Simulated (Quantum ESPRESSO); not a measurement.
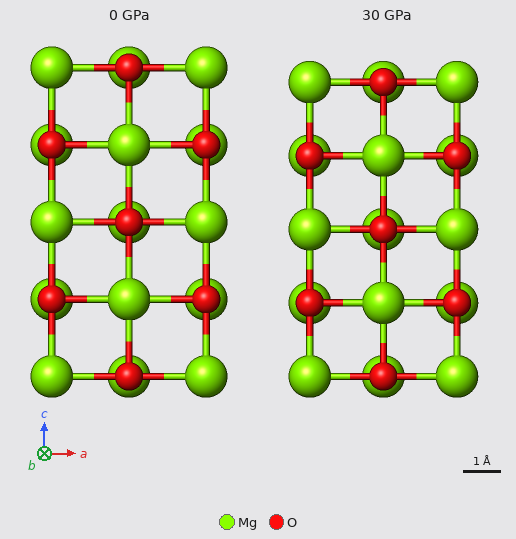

Solid MgO (set up in Fm-3m), relaxed (cell and atoms) at several target pressures. The picture shows the first and the last member. Style: ball-and-stick. Shown: the conventional cell (4 times the calculation's cell), repeated 1 × 1 × 2 with one cell outlined, along the b axis. Lengths and directions refer to the drawn axes.

Computed with Quantum ESPRESSO 7.5: PBE, SSSP 1.3 efficiency PBE. (plane-wave cutoff 857.2 eV; k-point mesh 11 × 11 × 11; occupations fermi-dirac; smearing width 0.05 eV; no spin polarisation)

```csv
pressure (GPa),volume (Å³/atom),a (Å)
0,9.569,4.246
2,9.448,4.228
5,9.281,4.203
10,?,?
20,8.621,4.101
30,8.287,4.047
```

Estimate the missing row from the others, and compare with the calculation.

Answer. Murnaghan's form V = V₀(1 + B′P/B₀)^(−1/B′), with V₀ = 9.569 Å³ from the row at zero pressure, fits the other rows with B₀ = 154 GPa and B′ = 4.02 (largest miss 0.001 Å³). At 10 GPa it gives 9.569 × (1 + 4.02 × 10/154)^(−1/4.02) = 9.033 Å³ per atom. The calculation gives 9.033 Å³/atom (a = 4.165 Å). The estimate is right to the digits shown. From the first member to the last: Mg–O 2.123 → 2.024 Å.

The whole series:

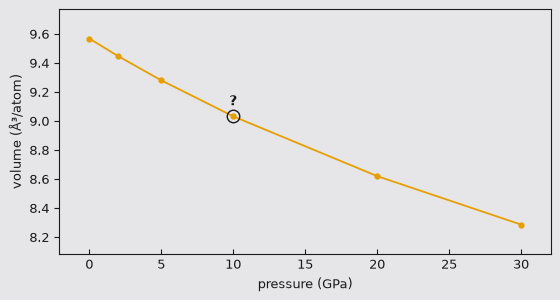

Each member starts from this one structure; whether another phase lies lower wasn't checked.
